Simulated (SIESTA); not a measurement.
System: CaO (space group Fm-3m).

Computed with SIESTA 5.4.2: DFT in numerical atomic orbitals with pseudopotentials, no spin polarisation; energies at scaled volumes of the given cell, shape and fractions fixed, counted from the fit's minimum, third-order Birch-Murnaghan fit. All runs: no spin polarisation.

```tsv
setting	value
k mesh	10×10×10
occupations	Fermi–Dirac
smearing width	0.05 eV
potentials	PseudoDojo 0.4 standard, converted to PSML, two zetas on semicore shells
```

Predict the energy against volume, with one curve for each functional. The cases: PBEsol; PBE.

The fitted equilibrium volumes, smallest first, are PBEsol 13.602, PBE 14.160 Å³/atom. The fitted bulk moduli, smallest first, are PBE 107.9, PBEsol 118.4 GPa.

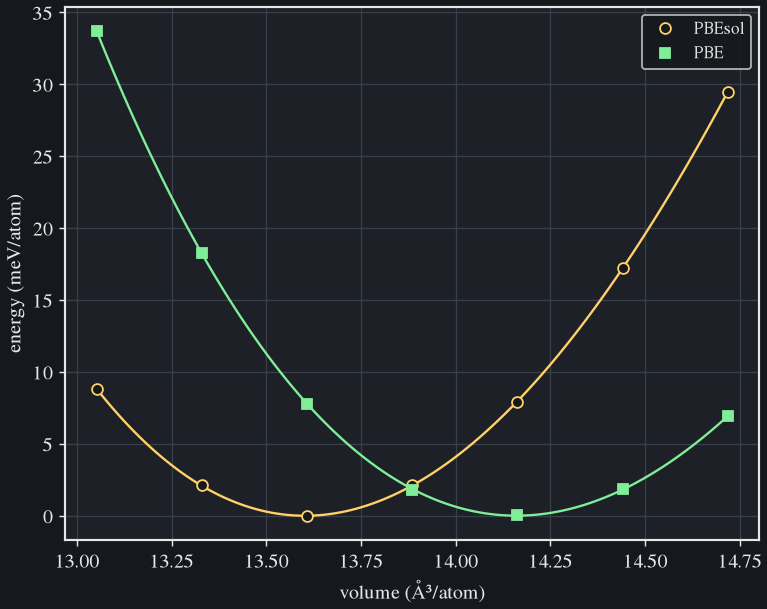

Keep in mind: mulliken charges of long orbitals.
